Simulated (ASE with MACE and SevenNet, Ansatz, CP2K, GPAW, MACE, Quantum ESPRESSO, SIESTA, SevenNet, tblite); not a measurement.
# Machine-learned potentials runs on twisted graphene bilayer, 46.83° (76 atoms)

Aim: run twisted graphene bilayer, 46.83° (76 atoms) in machine-learned potentials and see how near its forces come to a plane-wave reference, and at what cost.

Program: ASE with MACE and SevenNet. Level of theory: the method is named at each step. Results are calculated unless marked as measured.

### 1. The structure

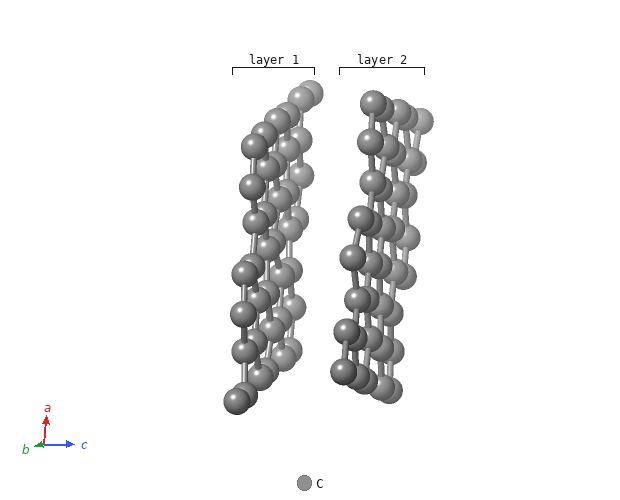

The cell as given, from the side, with the c axis across the page (carbon grey).

The cell holds 76 atoms: 76 C. Cell: a = 10.723 Å, b = 10.723 Å, c = 15.530 Å, α = 90.0°, β = 90.0°, γ = 120.0°. It derives from C (graphene). Graphene (a = 2.46 Å) under graphene (a = 2.46 Å), bilayer, commensurate cell of 19 unit cells a layer, twist 46.83 deg; facing planes 3.53 Å apart as built; 12 Å of vacuum; minimised with a classical potential. Then every atom was moved at random, 0.05 Å r.m.s. a Cartesian component. Regions: layer 1, 38 atoms (38 C); layer 2, 38 atoms (38 C). Vacuum lies along c.

The yardstick, on the same geometry:

- method: Kohn-Sham DFT, PBE, SSSP efficiency 1.3.0 pseudopotentials, plane waves (Quantum ESPRESSO 7.5); sssp-pbe-1.3.0-efficiency, cutoffs 45/360 Ry, Γ point
- r.m.s. force component: 2.982 eV/Å
- longest force: 12.83 eV/Å
- time: 98 s on 4 MPI ranks of Arm Neoverse V2, shared host
- CPU time: 6.5 min

### 2. MACE MP-0b2 small potential

Method: machine-learned interatomic potential MACE MP-0b2 small, trained on PBE(+U) plane-wave data.

The input, run.py:

```python
import numpy as np
from ase.io import read
import mlip  # loads the published weights by name

atoms = read("structure.xyz")
atoms.calc = mlip.calc("mace-mp-0b2-small")
energy = atoms.get_potential_energy()
forces = atoms.get_forces()
print(f"energy {energy:.6f} eV")
print("forces (eV/A)")
for i, (a, f) in enumerate(zip(atoms, forces)):
    print(f"{i:4d} {a.symbol:2s} {f[0]:10.5f} {f[1]:10.5f} {f[2]:10.5f}")
```

The input, structure.xyz:

```xyz
76
Lattice="10.72290 0.00000 0.00000 -5.36145 9.28630 0.00000 0.00000 0.00000 15.53000" Properties=species:S:1:pos:R:3 pbc="T T T"
C -2.26141 7.13717 5.99613
C -1.39226 6.08104 6.05934
C 2.76565 0.35381 6.06990
C -1.69899 8.55055 6.11199
C 0.53984 1.24854 6.08326
C 1.40245 0.08766 6.03294
C 0.23789 3.73801 6.12705
C 1.17512 2.60666 6.10810
C -0.01930 6.25339 6.06804
C 0.84309 5.03364 6.10391
C -0.31166 8.56856 6.04226
C 0.45819 7.59229 6.05810
C 2.60808 2.77298 6.08667
C 3.38763 1.63801 6.09879
C 2.26570 5.28140 6.03527
C 3.05099 4.20484 5.97812
C 1.93591 7.70206 6.06773
C 2.83953 6.46735 6.06571
C 7.12124 0.80354 6.01586
C 2.52010 8.94921 6.09149
C 4.73700 1.79569 6.01073
C 5.61901 0.75943 5.97827
C 4.53943 4.21097 6.05111
C 5.38853 3.01238 6.04133
C 4.29168 6.75160 6.05996
C 5.09751 5.45709 6.03061
C 3.86287 9.05646 6.05390
C 4.80665 8.02949 6.13357
C 6.76620 3.27463 5.98495
C 7.65063 2.15934 6.11618
C 6.44200 5.77589 6.06975
C 7.29581 4.51361 6.11571
C -4.50946 8.13043 6.08403
C -3.69527 6.96575 6.08310
C 9.00284 2.26623 6.08093
C 9.83295 1.07545 6.11556
C -1.90766 4.70676 6.08807
C -1.09872 3.57030 6.02580
C 7.83828 0.34554 9.41553
C 7.26798 1.61136 9.51942
C 6.16797 4.20809 9.48790
C 5.67633 5.58376 9.52067
C 5.95984 1.78938 9.50032
C 5.39464 3.00050 9.48153
C 0.25220 8.64257 9.38789
C 5.08630 0.62014 9.49163
C 4.15839 5.72380 9.46538
C 3.72733 6.97559 9.47578
C 4.04248 3.23693 9.48603
C 3.37728 4.59208 9.45140
C 3.66439 0.76863 9.51896
C 3.13307 2.10270 9.49256
C 2.20693 7.19363 9.51197
C 1.63991 8.57042 9.51632
C 1.99108 4.73165 9.48262
C 1.39403 6.05439 9.43479
[... 16 atom lines left out ...]
C 8.20500 2.68959 9.46554
C 7.68505 4.02385 9.48976
C 6.44795 6.66283 9.45311
C 5.95855 7.96180 9.44286
```

Run with:

```console
> OMP_NUM_THREADS=1 python run.py > output.txt
```

What it wrote:

```text
energy -688.198279 eV
forces (eV/A)
   0 C    -1.04891    3.78177    1.18374
   1 C    -0.66393   -3.09198   -0.23324
   2 C     2.56795   -0.55696    0.20246
   3 C    -2.45860   -4.09239   -1.15379
   4 C     0.43390    1.19441   -0.01961
   5 C    -0.66182    2.99514    0.30012
   6 C     5.03246    0.21775   -0.57882
   7 C    -1.85294   -1.52718   -0.02392
   8 C     1.56073   -2.49624    0.11016
   9 C    -1.91721    2.93449   -0.27167
  10 C    -3.41152   12.01789   -0.16150
  11 C     8.02544   -7.98481   -0.04290
  12 C    -3.29621    2.85347   -0.40769
  13 C    -2.24813   -0.05001   -0.47851
  14 C    -2.95540   -2.84892    0.03337
  15 C     4.77326   -6.99382    0.80053
  16 C    -0.07740   -3.19863    0.08478
  17 C     0.58414    8.55927   -0.14413
  18 C    -4.82781    3.81636    0.50027
  19 C    -1.23121   -0.87476   -0.67421
  20 C     3.00355   -0.30497    0.17876
  21 C     2.57160   -6.38638    0.20870
  22 C    -1.67719   -0.82414   -0.63378
  23 C    -2.26511    4.47409   -0.57064
[...]
68 C     3.49247    1.02419   -0.35027
  69 C    -4.25696   -2.38160    0.65031
  70 C     6.24457   -6.81075    0.03117
  71 C    -6.62753    3.60631    0.25860
  72 C    -2.23972    3.12088    0.65532
  73 C    -3.88715    1.76322   -0.11652
  74 C     4.45072    1.38594    0.01652
  75 C    -1.42040    2.43040    0.96115
```

Run time: 5.6 s. Hardware: 1 thread of Arm Neoverse V2, shared host; peak memory 0.67 GiB.

Banners, paths, timers and routine set-up lines are dropped from the logs unmarked, and long logs keep their key lines alone; longer cuts are marked.

Against the reference:

* r.m.s. force component: 2.859 eV/Å
* r.m.s. difference of force components: 252.7 meV/Å
* longest difference of force vectors: 942.8 meV/Å
* force difference over r.m.s. force: 8.473 %
* slope of forces against the reference's: 0.956
* correlation of force components: 0.9971

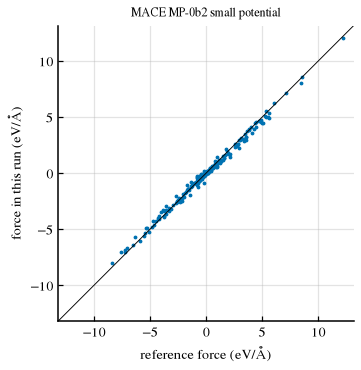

Force components against those of the reference; the line marks equality.

A closer look about C11, which bears the longest force: 10 atoms, nearest first, numbered in the order of the input, with positions taken from that point.

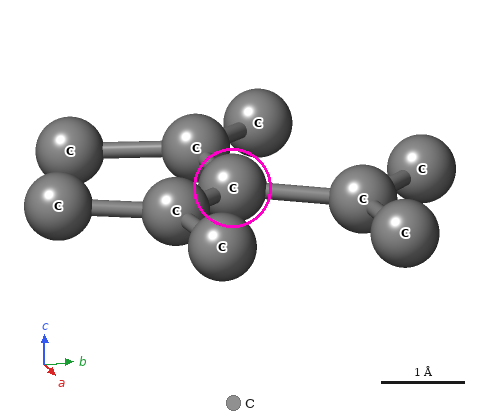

The atoms of the table, within 2.6 Å (arrows a, b, c point along x, y, z); some may hide others; the central atom is ringed.

| atom | x | y | z | distance (Å) | bonds | Fx | Fy | Fz (eV/Å) |
| --- | --- | --- | --- | --- | --- | --- | --- | --- |
| C11 | 0.00 | 0.00 | 0.00 | 0.00 | 3 | -3.41 | 12.02 | -0.16 |
| C12 | 0.77 | -0.98 | 0.02 | 1.24 | 3 | 8.03 | -7.98 | -0.04 |
| C4 | -1.39 | -0.02 | 0.07 | 1.39 | 3 | -2.46 | -4.09 | -1.15 |
| C22 | 0.57 | 1.48 | -0.06 | 1.58 | 3 | 2.57 | -6.39 | 0.21 |
| C9 | 0.29 | -2.32 | 0.03 | 2.33 | 3 | 1.56 | -2.50 | 0.11 |
| C17 | 2.25 | -0.87 | 0.03 | 2.41 | 3 | -0.08 | -3.20 | 0.08 |
| C1 | -1.95 | -1.43 | -0.05 | 2.42 | 3 | -1.05 | 3.78 | 1.18 |
| C3 | -2.28 | 1.07 | 0.03 | 2.52 | 3 | 2.57 | -0.56 | 0.20 |
| C21 | -0.31 | 2.51 | -0.03 | 2.53 | 3 | 3.00 | -0.30 | 0.18 |
| C19 | 2.07 | 1.52 | -0.03 | 2.57 | 3 | -4.83 | 3.82 | 0.50 |

Atoms are counted from 1 here, from 0 in the log.

Forces lie 8.5 % from the reference's, at 0.014 times its CPU time (on 1 against 4 cores).

### 3. SevenNet l3i5 potential

Method: machine-learned interatomic potential SevenNet l3i5, trained on PBE(+U) plane-wave data.

run.py, as its differences from that of step 2:

```diff
@@ -5,3 +5,3 @@
 atoms = read("structure.xyz")
-atoms.calc = mlip.calc("mace-mp-0b2-small")
+atoms.calc = mlip.calc("7net-l3i5")
 energy = atoms.get_potential_energy()
```

structure.xyz is that of step 2.

What it wrote:

```text
energy -687.902283 eV
forces (eV/A)
   0 C    -1.28527    3.58623    1.20701
   1 C    -0.85293   -3.25477   -0.19217
   2 C     2.54781   -0.45023    0.21045
   3 C    -2.07921   -4.11041   -1.13032
   4 C     0.73423    1.32953   -0.00387
   5 C    -0.80812    3.29311    0.33306
   6 C     5.23510   -0.00005   -0.50943
   7 C    -2.05117   -1.42473   -0.00257
   8 C     1.61085   -2.25593    0.19826
   9 C    -1.50671    2.90199   -0.23272
  10 C    -3.97905   12.00624   -0.12575
  11 C     8.44422   -8.40402   -0.06474
  12 C    -3.68852    3.23989   -0.47058
  13 C    -2.13827   -0.42965   -0.34904
  14 C    -3.51207   -3.11349    0.08278
  15 C     4.93911   -7.18711    0.90251
  16 C    -0.54998   -3.06611    0.20332
  17 C     1.07152    8.75190   -0.11500
  18 C    -4.74553    4.07214    0.50291
  19 C    -1.45564   -1.06840   -0.60087
  20 C     2.83845    0.10005    0.11794
  21 C     3.03334   -6.58899    0.26536
  22 C    -1.97990   -0.78050   -0.65522
  23 C    -2.12622    4.34999   -0.35434
[...]
68 C     3.43004    0.99569   -0.31928
  69 C    -4.49158   -2.45866    0.58564
  70 C     5.94966   -7.30771    0.04536
  71 C    -6.74654    4.12803    0.15510
  72 C    -2.33219    3.16200    0.60956
  73 C    -3.70217    1.73940   -0.16289
  74 C     4.91694    1.68791   -0.04622
  75 C    -1.60596    2.71391    0.96029
```

Run time: 8.6 s. Hardware: 1 thread; peak memory 1.6 GiB.

Against the reference:

```yaml
r_m_s_force_component: 2.944 eV/Å
r_m_s_difference_of_force_components: 135.1 meV/Å
longest_difference_of_force_vectors: 618.6 meV/Å
force_difference_over_r_m_s_force: 4.531 %
slope_of_forces_against_the_reference_s: 0.9862
correlation_of_force_components: 0.999
```

Against the first run (8.5 %), the force difference from the reference is 4.5 %, at 1.5 times the CPU time.

### 4. SevenNet 0 potential

Method: machine-learned interatomic potential SevenNet 0, trained on PBE(+U) plane-wave data.

run.py, as its differences from that of step 3:

```diff
@@ -5,3 +5,3 @@
 atoms = read("structure.xyz")
-atoms.calc = mlip.calc("7net-l3i5")
+atoms.calc = mlip.calc("7net-0")
 energy = atoms.get_potential_energy()
```

structure.xyz is that of step 3.

What it wrote:

```text
energy -688.342041 eV
forces (eV/A)
   0 C    -1.27468    3.50496    1.11286
   1 C    -0.73303   -3.29065   -0.15801
   2 C     2.78955   -0.38451    0.20909
   3 C    -2.02984   -4.19238   -1.14564
   4 C     0.75145    1.20482    0.02418
   5 C    -0.93489    3.06489    0.33836
   6 C     5.32669    0.15900   -0.48056
   7 C    -2.10067   -1.31149   -0.04462
   8 C     1.52388   -2.12758    0.09620
   9 C    -1.61180    2.92484   -0.29358
  10 C    -3.92800   11.90952   -0.09879
  11 C     8.20467   -8.23622   -0.03187
  12 C    -3.33865    3.17844   -0.37051
  13 C    -2.23460   -0.66998   -0.40736
  14 C    -3.40594   -3.10587    0.15851
  15 C     4.66321   -6.67327    0.79496
  16 C    -0.26526   -3.13686    0.07053
  17 C     0.95878    8.50470   -0.14551
  18 C    -4.84448    4.09972    0.44665
  19 C    -1.03386   -0.99442   -0.50287
  20 C     2.86931    0.26491    0.22000
  21 C     2.85951   -6.36692    0.22657
  22 C    -1.83359   -1.10502   -0.57327
  23 C    -1.95706    4.27049   -0.53946
[...]
68 C     3.57043    1.16681   -0.34566
  69 C    -4.65483   -2.58470    0.57153
  70 C     5.99140   -7.34520    0.00397
  71 C    -6.73526    4.22095    0.23663
  72 C    -2.32516    3.14589    0.57114
  73 C    -3.79969    1.86084   -0.11350
  74 C     5.22134    1.67191    0.01128
  75 C    -1.55669    2.59607    0.91875
```

Elapsed: 6.7 s, on 1 thread; peak memory 0.97 GiB.

Numbers from this run, and their distance from the reference:

* r.m.s. force component: 2.908 eV/Å
* r.m.s. difference of force components: 190.8 meV/Å
* longest difference of force vectors: 668.3 meV/Å
* force difference over r.m.s. force: 6.397 %
* slope of forces against the reference's: 0.9732
* correlation of force components: 0.9982

Against the first run (8.5 %), the force difference from the reference is 6.4 %, at 1.2 times the CPU time.

### 5. The ladder

Differences are against the plane-wave reference, forces as r.m.s. over components; share is that over the reference's r.m.s. force, slope the least-squares factor from reference forces to these. Total energies of different programs have different zeros and aren't compared.

| run | Δ force, r.m.s. (meV/Å) | share (%) | slope | cores | CPU time | memory (GiB) |
| --- | --- | --- | --- | --- | --- | --- |
| reference | - | - | - | 4 | 6.5 min | 3.3 |
| MACE MP-0b2 small potential | 253 | 8.47 | 0.956 | 1 | 5.6 s | 0.67 |
| SevenNet l3i5 potential | 135 | 4.53 | 0.986 | 1 | 8.6 s | 1.6 |
| SevenNet 0 potential | 191 | 6.40 | 0.973 | 1 | 6.7 s | 0.97 |

Times of the machine-learned potentials are mostly Python's start and the loading of weights.

CPU time is summed over cores on a shared host, where runs went side by side, so it is rough. Symmetry, cutoffs, thresholds, outputs and thread counts weren't matched or tuned between programs; memory under MPI is the largest rank's times the ranks.

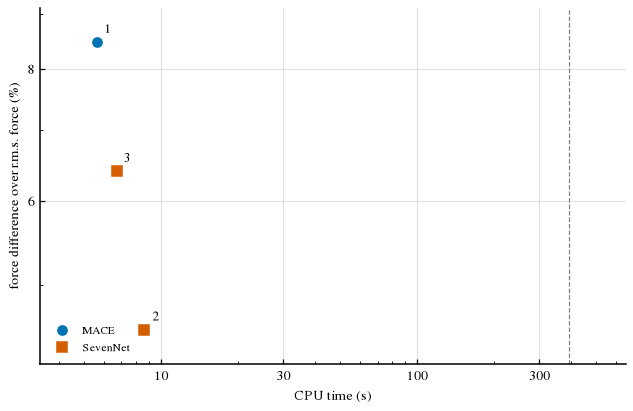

Force difference against CPU time; the dashed line marks the reference's time. Points: 1 MACE MP-0b2 small potential; 2 SevenNet l3i5 potential; 3 SevenNet 0 potential.

### 6. Results

- nearest in forces: SevenNet l3i5 potential, 4.5 %
- its CPU time: 8.6 s

Machine-learned potentials differ by 4.5 % (SevenNet l3i5 potential) to 8.5 % (MACE MP-0b2 small potential); they were trained on other programs' data. Machine-learned potentials mimic data converged in k, so the reference's own k-point error enters their differences. The reference's PBE has no dispersion term, which matters for the binding between molecules or layers. One k-point is far too coarse for the carbon or group-IV sheet, and it can put spurious forces of up to about 1 eV/Å on the sheet's atoms. The electronic-structure runs sample only Γ, in a cell whose shortest periodic width is 9 Å.

[Also dropped from logs without a mark: logging warnings of Python, and SIESTA's first energy breakdown and zero terms.]

[Logs are printed without paths, hosts, clocks, repeated set-up lines and the standing remarks that a program may print on its own settings, such as how far it seeks lower states.]

[Hosts, paths, dates, database ids (printed as entryN), source tags and the programs' standing remarks are cut or masked in the printed files.]
